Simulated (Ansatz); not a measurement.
# Converging the field response of a NaH (001) film

Aim: a convergence study of the equivalent conductor thickness of a NaH (001) film, with the cost of each setting.

Program: Ansatz 0.2.0. Level of theory: plane-wave DFT, PBE, Ansatz PAW, in the first sound run; inputs show where later runs differ. Results are calculated unless marked as measured.

**1. The starting structure**

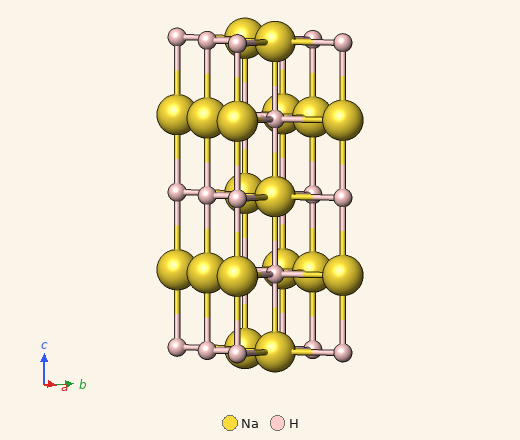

The starting structure, seen from the side, with the c axis up (sodium yellow, hydrogen pink). 2×1×1 cells are drawn. Some periodic images of atoms are drawn too.

The cell holds 10 atoms: 5 Na and 5 H. Its edges and angles: a = 3.451 Å, b = 3.451 Å, c = 27.760 Å, α = 90.0°, β = 90.0°, γ = 90.0°. It derives from NaH (rocksalt NaH). Vacuum lies along c.

**2. Single point, setting first choice**

The first choice: the default cutoff of 420 eV, a 8×8×1 mesh, 18 Å of vacuum, 0.1 V/Å and a tight threshold. Each later run changes one input against this one; other functionals and files bring their own cutoffs.

Input file input.yaml:

```yaml
crystal:
  lattice:
    - [3.45068109, 0.0, 0.0]
    - [0.0, 3.45068109, 0.0]
    - [0.0, 0.0, 27.76]
  atoms:
    - { symbol: Na, position: [0.5, 0.5, 0.3242074928] }
    - { symbol: H, position: [0.0, 0.0, 0.3242074928] }
    - { symbol: Na, position: [0.0, 0.0, 0.4121037464] }
    - { symbol: H, position: [0.5, 0.5, 0.4121037464] }
    - { symbol: Na, position: [0.5, 0.5, 0.5] }
    - { symbol: H, position: [0.0, 0.0, 0.5] }
    - { symbol: Na, position: [0.0, 0.0, 0.5878962536] }
    - { symbol: H, position: [0.5, 0.5, 0.5878962536] }
    - { symbol: Na, position: [0.5, 0.5, 0.6757925072] }
    - { symbol: H, position: [0.0, 0.0, 0.6757925072] }
kpoints:
  mp_grid: { grid: [8, 8, 1] }
hamiltonian:
  xc: pbe
scf:
  occupations: { method: fixed }
  convergence: { dr2_threshold: 1.0e-10 }
efield:
  axis: 3
  dipole_correction: true
  ramp_position: 0.97
  ramp_width: 0.06
  amplitude: 0.1
output:
  write_potential: true
  write_density: true
  volumetric_format: npy
```

Launch:

```console
$ ansatz run input.yaml --threads 2 --pin off --max-ram 3072MiB --backend cpu --events-out ev --progress --plain --runs-dir out
```

Numbers of over 12 decimals in the logs are rounded to 6 here.

Log:

```text
Engine: ansatz 0.2.0, aarch64-unknown-linux-gnu
Pseudopotentials: kind: paw
Pseudopotential: Na, paw, valence charge 9, recommended cutoff 420 eV (normal), Na.paw.azcp
Pseudopotential: H, paw, valence charge 1, recommended cutoff 420 eV (normal), H.paw.azcp
Functional definition: PBE
  parameter kappa = 0.804
  parameter beta = 0.066725
  exchange = pbe_x(kappa = kappa, mu = beta*pi^2/3)
  correlation = pbe_c(beta = beta)
Crystal: 10 atoms, lattice volume = 330.544 Å³
Basis set: ecut = 420 eV, 6433 PW (Γ)
Bands: 35, of which v1, the nominal top of the filled ones, is band 25 counted from 1 (24 counted from 0)
Symmetry: 8 space group operations
k-points: 15 of 64
Non-local potential: Na, projectors of the file, l = 0: 3, l = 1: 2, l = 2: 1
Non-local potential: H, projectors of the file, l = 0: 2, l = 1: 1
PAW form: soft (Blöchl's): semilocal exchange-correlation on the pseudo side does not see the compensation charge
PAW one-centre angular grid: Na, 110 points (default); XC on 64 Gauss nodes
PAW one-centre angular grid: H, 110 points (default); XC on 64 Gauss nodes
Initial density: superposition of atomic densities (neutral atoms: chi_scale 0, normalization atom, screened)
Initial wavefunctions: pseudopotential atomic-orbital guess
Functional: x = pbe(κ = 0.804, μ = 0.219515), c = pbe(β = 0.066725)
SCF iter   1: F=—  HF=-7515.789817 eV  |F-HF|=—  |Δ(HF+E_count)|=         —  Δρ=4.00e-2  dr2=7.38e0  ethr=3.10e-3  p=0.084 e·Å  D=4.60e-2 V/Å  ΔV_dip=-1.28 eV  dr2_dipole=1.64e-3  V_vac-E_F(+/−)=9.60/8.33 eV  ⟨swp⟩=5.6  Hψ=1834  notcnv=0  defer=109
efield: sawtooth ramp at fractional position 0.9700 (set: `efield.ramp_position`, or a place that a band, a saddle search or an elastic batch's reference lends), width 0.0600; the density the first Hamiltonian is built on has a dipole p = 0.084 e·Å; the dipole correction subtracts the counter field D = 4.60e-2 V/Å, which shifts the + side's vacuum level by -1.28 eV against the − side's; the planar-averaged density in the ramp window peaks in size at 5.9e-6 e/Å³
preconditioner: auto → Resta (q_TF=auto, 1.992 Å⁻¹)  ε∞=1.6  [insulator: Δε(μ)=4.617 eV  Ē_g=8.562 eV  n_scr=44 (ndim 8)  ℏωp=6.5 eV  f_vac=0.496  ε∞_Penn≈1.6  vacuum switching on, ρ_ref=5.3e-3 e/Å³]
SCF iter   2: F=—  HF=-7513.307602 eV  |F-HF|=—  |Δ(HF+E_count)|=    2.48e0  Δρ=1.24e-2  dr2=9.33e-1  ethr=3.10e-3  p=0.058 e·Å  D=3.18e-2 V/Å  ΔV_dip=-0.88 eV  dr2_dipole=4.85e-6  V_vac-E_F(+/−)=6.67/5.00 eV  ⟨swp⟩=2.0  Hψ=794  notcnv=0  defer=85  κ⁻¹=1.0e0(r=1)
SCF iter   3: F=—  HF=-7513.056132 eV  |F-HF|=—  |Δ(HF+E_count)|=   2.51e-1  Δρ=4.00e-3  dr2=3.41e-2  ethr=1.87e-3  p=0.056 e·Å  D=3.04e-2 V/Å  ΔV_dip=-0.84 eV  dr2_dipole=3.83e-5  V_vac-E_F(+/−)=4.94/3.24 eV  ⟨swp⟩=2.7  Hψ=606  notcnv=0  defer=112  κ⁻¹=6.2e-3(r=2)
SCF iter   4: F=—  HF=-7513.082129 eV  |F-HF|=—  |Δ(HF+E_count)|=   2.60e-2  Δρ=9.07e-4  dr2=5.69e-3  ethr=6.81e-5  p=0.062 e·Å  D=3.41e-2 V/Å  ΔV_dip=-0.95 eV  dr2_dipole=2.37e-5  V_vac-E_F(+/−)=4.97/3.36 eV  ⟨swp⟩=2.7  Hψ=685  notcnv=0  defer=119  κ⁻¹=3.1e-3(r=3)
SCF iter   5: F=—  HF=-7513.084247 eV  |F-HF|=—  |Δ(HF+E_count)|=   2.12e-3  Δρ=2.83e-4  dr2=5.87e-4  ethr=1.14e-5  p=0.060 e·Å  D=3.30e-2 V/Å  ΔV_dip=-0.92 eV  dr2_dipole=3.11e-6  V_vac-E_F(+/−)=4.85/3.22 eV  ⟨swp⟩=2.4  Hψ=609  notcnv=0  defer=120  κ⁻¹=1.4e-4(r=4)
SCF iter   6: F=—  HF=-7513.084420 eV  |F-HF|=—  |Δ(HF+E_count)|=   1.72e-4  Δρ=6.48e-5  dr2=1.26e-5  ethr=1.17e-6  p=0.059 e·Å  D=3.24e-2 V/Å  ΔV_dip=-0.90 eV  dr2_dipole=1.44e-8  V_vac-E_F(+/−)=4.80/3.16 eV  ⟨swp⟩=2.8  Hψ=796  notcnv=0  defer=120  κ⁻¹=4.9e-6(r=5)
SCF iter   7: F=—  HF=-7513.084443 eV  |F-HF|=—  |Δ(HF+E_count)|=   2.36e-5  Δρ=3.22e-5  dr2=2.34e-6  ethr=2.52e-8  p=0.059 e·Å  D=3.24e-2 V/Å  ΔV_dip=-0.90 eV  dr2_dipole=4.32e-9  V_vac-E_F(+/−)=4.80/3.15 eV  ⟨swp⟩=2.0  Hψ=579  notcnv=0  defer=107  κ⁻¹=4.3e-7(r=6)
SCF iter   8: F=—  HF=-7513.084511 eV  |F-HF|=—  |Δ(HF+E_count)|=   6.76e-5  Δρ=6.36e-6  dr2=4.47e-7  ethr=4.68e-9  p=0.059 e·Å  D=3.23e-2 V/Å  ΔV_dip=-0.90 eV  dr2_dipole=1.93e-9  V_vac-E_F(+/−)=4.80/3.14 eV  ⟨swp⟩=2.0  Hψ=579  notcnv=0  defer=75  κ⁻¹=1.9e-8(r=7)
SCF iter   9: F=—  HF=-7513.084511 eV  |F-HF|=—  |Δ(HF+E_count)|=   1.12e-7  Δρ=1.02e-6  dr2=1.59e-9  ethr=8.94e-10  p=0.059 e·Å  D=3.24e-2 V/Å  ΔV_dip=-0.90 eV  dr2_dipole=8.21e-13  V_vac-E_F(+/−)=4.80/3.15 eV  ⟨swp⟩=2.0  Hψ=541  notcnv=0  defer=78  κ⁻¹=4.2e-10(r=8)
SCF iter  10: F=—  HF=-7513.084511 eV  |F-HF|=—  |Δ(HF+E_count)|=   2.91e-9  Δρ=2.97e-7  dr2=1.78e-10  ethr=1.00e-12  p=0.059 e·Å  D=3.24e-2 V/Å  ΔV_dip=-0.90 eV  dr2_dipole=1.31e-12  V_vac-E_F(+/−)=4.80/3.15 eV  ⟨swp⟩=14.0  Hψ=2739  notcnv=0  κ⁻¹=1.9e-10(r=8)
SCF iter  11: F=-7513.084511 eV  HF=-7513.084511 eV  |F-HF|=2.91e-11  |Δ(HF+E_count)|=  3.24e-10  Δρ=6.90e-8  dr2=9.48e-12  ethr=1.00e-12  p=0.059 e·Å  D=3.24e-2 V/Å  ΔV_dip=-0.90 eV  dr2_dipole=2.59e-14  V_vac-E_F(+/−)=4.80/3.15 eV  ⟨swp⟩=2.1  Hψ=970  notcnv=0
SCF 1 converged in 11 iterations: F = -7513.084511 eV  dr2 = 9.48e-12
  greatest PAW one-centre occupation: 0.999 electrons in one spin orbital (limit 2), on the Na atom at site 0 (counted from 0), in its partial waves of l = 0
WARN: The output density's exchange-correlation potential varies sharply where the density is thin. Do not read a vacuum level from v_tot or v_xc, or from such a field of the output density. On a cell that repeats whose density bears no net charge and no dipole along the vacuum's axis use v_es (v_loc + v_h of the components); under efield.dipole_correction with no amplitude use v_es + v_field, which holds any externa [...]
SCF converged after 11 iterations
Stability not checked: this state was not tested for a lower state beside it, because the mixer in use, unlike msr1, does not test its closes by its own steps (another_mixer; see scf.mixing.algorithm and scf.lower_state_search)
Free energy (F): -7513.084511 eV
Harris-Foulkes:  -7513.084511 eV  (|F-HF|=2.91e-11)
Internal energy: -7513.084511 eV  (E = F + TS)
E sigma→0 (E₀):  -7513.084511 eV
Fermi energy:    -1.807240 eV
Dipole field:    D = 0.032352 V/Å  (p = 0.059097 e·Å, saw-weighted, corrected)
Work function:   not extracted (applied field tilts the vacuum); planar V_es + V_field profile in the machine report
Levels:          The Fermi level and band energies are counted from a zero that moves with the ramp; work functions are not
--- Per-component energies (eV) ---
  E_band       = -1287.569503
  E_kinetic    = 668.785038
  E_local      = -35046.943112  (includes V_loc(G=0)·N_el)
  E_nonlocal   = 582.297358
  E_hartree    = 16509.125997
  E_xc         = -239.832452
  E_vxc        = -308.398182  (∫ρ·V_xc dr)
  E_paw        = -1317.805968  (= ΣΔE_a)
  E_vpaw       = -201.553045  (= ΣTr[D̂ρ^β])
  E_aug_tail   = -0.005714  (compensation charges beyond the density's cutoff)
  E_efield     = -0.004954  (sawtooth field / dipole correction)
  E_vefield    = -0.003998  (∫n·V_field dr)
  E_ewald      = 11331.299295
  E_smearing   = -0.000000  (= −TS)
  E_closure    = -0.000000  (closes the sum)
  Σ components = -7513.084511   (vs F -7513.084511, Δ=0.00e0)
--- Band table (eV; the first three rows and the last of 15) ---
  k-point 0: bands = [... 21 lower, -4.9599, -4.2352, -3.3753, -2.5829, 0.9966, 1.6138, 2.0800, 2.9301, ... 6 higher]
  k-point 1: bands = [... 21 lower, -4.7942, -4.0841, -3.2531, -2.5072, 1.1682, 1.7802, 2.2643, 3.0860, ... 6 higher]
  k-point 2: bands = [... 21 lower, -4.3201, -3.6659, -2.9483, -2.3750, 1.6308, 2.2065, 2.7869, 3.0687, ... 6 higher]
  k-point 14: bands = [... 21 lower, -2.1893, -2.0931, -2.0701, -1.8072, 2.6469, 2.6469, 3.1351, 3.1351, ... 6 higher]
```

Elapsed: 10 s, on 2 threads of Arm Neoverse V1, shared host; peak memory 0.49 GiB.

Numbers from this step:

- gap on the k-mesh: 2.804 eV
- dipole along the normal: 0.05910 e·Å
- equivalent conductor thickness p/(ε₀AE): 8.981 Å

Running mean over 2.44 Å of the planar mean, with the applied field; the ramp of the sawtooth is left out. Electron's electrostatic potential energy less the highest filled level against z:

```tsv
z (Å)	electron's electrostatic potential energy less the highest filled level (eV)
4	3.46
6	3.63
8	0.919
10	-0.0817
12	0.00416
14	0.0631
16	0.134
18	0.157
20	2.20
22	4.35
24	4.56
```

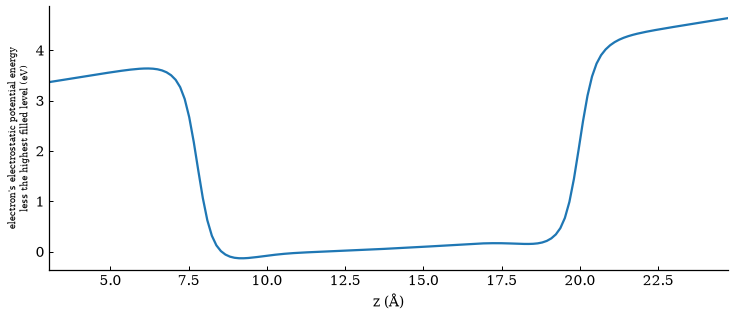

Electron's electrostatic potential energy less the highest filled level against z.

The dipole corresponds to a conductor 8.981 Å thick.

**3. Single point, box 27.8 Å**

input.yaml, as its differences from that of step 2:

```diff
@@ -29,2 +29,4 @@
   amplitude: 0.1
+basis:
+  ecutwfc: "250 eV"
 output:
```

Log:

```text
Warning: basis.ecutwfc = 250 eV is below the records' recommended 420 eV, and the density's cutoff is lower with it unless basis.ecutrho_ratio is high enough to keep the records' density cutoff: compare with a run at a higher cutoff
[...]
Crystal: 10 atoms, lattice volume = 330.544 Å³
Basis set: ecut = 250 eV, 2947 PW (Γ)
[...]
k-point 0: bands = [... 21 lower, -4.9807, -4.2538, -3.3896, -2.5927, 0.9667, 1.5906, 1.9108, 2.8326, ... 6 higher]
  k-point 1: bands = [... 21 lower, -4.8162, -4.1042, -3.2690, -2.5186, 1.1397, 1.7587, 2.0933, 3.0021, ... 6 higher]
  k-point 2: bands = [... 21 lower, -4.3413, -3.6850, -2.9629, -2.3879, 1.6081, 2.1900, 2.6161, 3.0443, ... 6 higher]
  k-point 14: bands = [... 21 lower, -2.1976, -2.1007, -2.0780, -1.8142, 2.6172, 2.6172, 3.1063, 3.1063, ... 6 higher]
[key lines of the parts left out:]
SCF converged after 11 iterations
Free energy (F): -7510.737314 eV
Fermi energy:    -1.814199 eV
Dipole field:    D = 0.032390 V/Å  (p = 0.059168 e·Å, saw-weighted, corrected)
```

Elapsed: 5.2 s, on 2 threads; peak memory 0.34 GiB.

The dipole corresponds to a conductor 8.992 Å thick, +0.12 % from the first choice, at 0.54 times its CPU time.

**4. Single point, box 27.8 Å (run 2)**

input.yaml, as its differences from that of step 3:

```diff
@@ -30,3 +30,3 @@
 basis:
-  ecutwfc: "250 eV"
+  ecutwfc: "330 eV"
 output:
```

Log:

```text
[...]
Crystal: 10 atoms, lattice volume = 330.544 Å³
Basis set: ecut = 330 eV, 4475 PW (Γ)
Bands: 35, of which v1, the nominal top of the filled ones, is band 25 counted from 1 (24 counted from 0)
Symmetry: 8 space group operations
k-points: 15 of 64
[...]
k-point 0: bands = [... 21 lower, -4.9604, -4.2354, -3.3751, -2.5814, 0.9947, 1.6123, 2.0558, 2.9188, ... 6 higher]
  k-point 1: bands = [... 21 lower, -4.7945, -4.0846, -3.2534, -2.5061, 1.1665, 1.7789, 2.2401, 3.0773, ... 6 higher]
  k-point 2: bands = [... 21 lower, -4.3205, -3.6661, -2.9484, -2.3739, 1.6295, 2.2056, 2.7638, 3.0691, ... 6 higher]
  k-point 14: bands = [... 21 lower, -2.1873, -2.0924, -2.0686, -1.8072, 2.6467, 2.6467, 3.1343, 3.1343, ... 6 higher]
[key lines of the parts left out:]
SCF converged after 11 iterations
Free energy (F): -7512.990230 eV
Fermi energy:    -1.807200 eV
Dipole field:    D = 0.032360 V/Å  (p = 0.059112 e·Å, saw-weighted, corrected)
```

The job ended after 7.3 s (2 threads; peak memory 0.43 GiB; 14 s of CPU time).

The dipole corresponds to a conductor 8.983 Å thick, +0.03 % from the first choice, at 0.75 times its CPU time.

**5. Run, box 27.8 Å**

input.yaml, as its differences from that of step 4:

```diff
@@ -30,3 +30,3 @@
 basis:
-  ecutwfc: "330 eV"
+  ecutwfc: "600 eV"
 output:
```

Log:

```text
[...]
Crystal: 10 atoms, lattice volume = 330.544 Å³
Basis set: ecut = 600 eV, 11039 PW (Γ)
Bands: 35, of which v1, the nominal top of the filled ones, is band 25 counted from 1 (24 counted from 0)
Symmetry: 8 space group operations
k-points: 15 of 64
[...]
k-point 0: bands = [... 21 lower, -4.9594, -4.2347, -3.3749, -2.5823, 0.9953, 1.6128, 2.0742, 2.9271, ... 6 higher]
  k-point 1: bands = [... 21 lower, -4.7937, -4.0836, -3.2527, -2.5067, 1.1670, 1.7793, 2.2585, 3.0838, ... 6 higher]
  k-point 2: bands = [... 21 lower, -4.3195, -3.6654, -2.9480, -2.3745, 1.6297, 2.2057, 2.7814, 3.0694, ... 6 higher]
  k-point 14: bands = [... 21 lower, -2.1888, -2.0930, -2.0697, -1.8074, 2.6478, 2.6478, 3.1358, 3.1358, ... 6 higher]
[key lines of the parts left out:]
SCF converged after 11 iterations
Free energy (F): -7513.095340 eV
Fermi energy:    -1.807366 eV
Dipole field:    D = 0.032353 V/Å  (p = 0.059099 e·Å, saw-weighted, corrected)
```

The job ended after 18 s (2 threads; peak memory 0.71 GiB).

The dipole corresponds to a conductor 8.981 Å thick, +0.00 % from the first choice, at 1.9 times its CPU time.

**6. Single point, box 27.8 Å (run 3)**

input.yaml, as its differences from that of step 5:

```diff
@@ -17,3 +17,3 @@
 kpoints:
-  mp_grid: { grid: [8, 8, 1] }
+  mp_grid: { grid: [1, 1, 1] }
 hamiltonian:
@@ -29,4 +29,2 @@
   amplitude: 0.1
-basis:
-  ecutwfc: "600 eV"
 output:
```

Log:

```text
[...]
Crystal: 10 atoms, lattice volume = 330.544 Å³
Basis set: ecut = 420 eV, 6433 PW (Γ)
Bands: 35, of which v1, the nominal top of the filled ones, is band 25 counted from 1 (24 counted from 0)
Symmetry: 8 space group operations
k-points: 1
[...]
Internal energy: -7522.549350 eV  (E = F + TS)
E sigma→0 (E₀):  -7522.549350 eV
Fermi energy:    -3.497642 eV
Dipole field:    D = 0.033732 V/Å  (p = 0.061618 e·Å, saw-weighted, corrected)
Work function:   not extracted (applied field tilts the vacuum); planar V_es + V_field profile in the machine report
[...]
--- Band table (eV) ---
  k-point 0: bands = [... 21 lower, -5.7309, -4.9847, -4.1672, -3.4976, 1.0502, 1.5736, 2.2780, 2.6269, ... 6 higher]
[key lines of the parts left out:]
SCF converged after 11 iterations
Free energy (F): -7522.549350 eV
```

The job ended after 0.92 s (2 threads; peak memory 0.31 GiB).

The dipole corresponds to a conductor 9.364 Å thick, +4.27 % from the first choice, at 0.085 times its CPU time.

**7. Single point, box 27.8 Å (run 4)**

input.yaml, as its differences from that of step 6:

```diff
@@ -17,3 +17,3 @@
 kpoints:
-  mp_grid: { grid: [1, 1, 1] }
+  mp_grid: { grid: [2, 2, 1] }
 hamiltonian:
```

Log:

```text
[...]
Crystal: 10 atoms, lattice volume = 330.544 Å³
Basis set: ecut = 420 eV, 6433 PW (Γ)
Bands: 35, of which v1, the nominal top of the filled ones, is band 25 counted from 1 (24 counted from 0)
Symmetry: 8 space group operations
k-points: 3 of 4
[...]
--- Band table (eV) ---
  k-point 0: bands = [... 21 lower, -4.8321, -4.1058, -3.2458, -2.4543, 0.9905, 1.6086, 2.0483, 2.9397, ... 6 higher]
  k-point 1: bands = [... 21 lower, -3.0249, -2.8509, -2.8255, -2.5586, 1.6727, 2.0870, 2.0902, 2.9176, ... 6 higher]
  k-point 2: bands = [... 21 lower, -2.0540, -1.9447, -1.9216, -1.6411, 2.7547, 2.7547, 3.2464, 3.2464, ... 6 higher]
[key lines of the parts left out:]
SCF converged after 11 iterations
Free energy (F): -7512.498115 eV
Fermi energy:    -1.641114 eV
Dipole field:    D = 0.032924 V/Å  (p = 0.060142 e·Å, saw-weighted, corrected)
```

Wall time 1.6 s (2 threads); peak memory 0.41 GiB; 2.9 s of CPU time.

The dipole corresponds to a conductor 9.140 Å thick, +1.77 % from the first choice, at 0.15 times its CPU time.

**8. Single point, box 27.8 Å (run 5)**

input.yaml, as its differences from that of step 7:

```diff
@@ -17,3 +17,3 @@
 kpoints:
-  mp_grid: { grid: [2, 2, 1] }
+  mp_grid: { grid: [4, 4, 1] }
 hamiltonian:
```

Log:

```text
[...]
Crystal: 10 atoms, lattice volume = 330.544 Å³
Basis set: ecut = 420 eV, 6433 PW (Γ)
Bands: 35, of which v1, the nominal top of the filled ones, is band 25 counted from 1 (24 counted from 0)
Symmetry: 8 space group operations
k-points: 6 of 16
[...]
k-point 0: bands = [... 21 lower, -4.9593, -4.2337, -3.3749, -2.5836, 0.9969, 1.6135, 2.0802, 2.9296, ... 6 higher]
  k-point 1: bands = [... 21 lower, -4.3195, -3.6643, -2.9478, -2.3757, 1.6313, 2.2063, 2.7870, 3.0685, ... 6 higher]
  k-point 2: bands = [... 21 lower, -3.1549, -2.9780, -2.9750, -2.7063, 1.5940, 1.9922, 2.0202, 2.8479, ... 6 higher]
  k-point 5: bands = [... 21 lower, -2.1887, -2.0904, -2.0725, -1.8041, 2.6466, 2.6466, 3.1360, 3.1360, ... 6 higher]
[key lines of the parts left out:]
SCF converged after 11 iterations
Free energy (F): -7513.083257 eV
Fermi energy:    -1.804136 eV
Dipole field:    D = 0.032387 V/Å  (p = 0.059161 e·Å, saw-weighted, corrected)
```

Run time: 3.7 s. Hardware: 2 threads; peak memory 0.43 GiB; 6.8 s of CPU time.

The dipole corresponds to a conductor 8.991 Å thick, +0.11 % from the first choice, at 0.36 times its CPU time.

**9. Single point, box 27.8 Å (run 6)**

input.yaml, as its differences from that of step 8:

```diff
@@ -17,3 +17,3 @@
 kpoints:
-  mp_grid: { grid: [4, 4, 1] }
+  mp_grid: { grid: [16, 16, 1] }
 hamiltonian:
```

Log:

```text
[...]
Crystal: 10 atoms, lattice volume = 330.544 Å³
Basis set: ecut = 420 eV, 6433 PW (Γ)
Bands: 35, of which v1, the nominal top of the filled ones, is band 25 counted from 1 (24 counted from 0)
Symmetry: 8 space group operations
k-points: 45 of 256
[...]
k-point 0: bands = [... 21 lower, -4.9599, -4.2352, -3.3753, -2.5829, 0.9966, 1.6138, 2.0800, 2.9300, ... 6 higher]
  k-point 1: bands = [... 21 lower, -4.9182, -4.1970, -3.3439, -2.5626, 1.0400, 1.6561, 2.1263, 2.9713, ... 6 higher]
  k-point 2: bands = [... 21 lower, -4.7942, -4.0841, -3.2531, -2.5072, 1.1682, 1.7802, 2.2643, 3.0860, ... 6 higher]
  k-point 44: bands = [... 21 lower, -2.1893, -2.0931, -2.0700, -1.8072, 2.6469, 2.6469, 3.1351, 3.1351, ... 6 higher]
[key lines of the parts left out:]
SCF converged after 11 iterations
Free energy (F): -7513.084531 eV
Fermi energy:    -1.807241 eV
Dipole field:    D = 0.032352 V/Å  (p = 0.059097 e·Å, saw-weighted, corrected)
```

Elapsed: 29 s, on 2 threads; peak memory 0.79 GiB.

The dipole corresponds to a conductor 8.981 Å thick, +0.00 % from the first choice, at 3.0 times its CPU time.

(Part 1 of 3 ends here.)

[Logs are printed without paths, hosts, clocks, repeated set-up lines and the standing remarks that a program may print on its own settings, such as how far it seeks lower states.]

[Hosts, paths, dates, database ids (printed as entryN), source tags and the programs' standing remarks are cut or masked in the printed files.]

[Maps of the electrostatic potential energy from Ansatz leave out the sawtooth potential of an applied field or a dipole correction, so their vacuum need not be flat; planar profiles and work functions include it.]
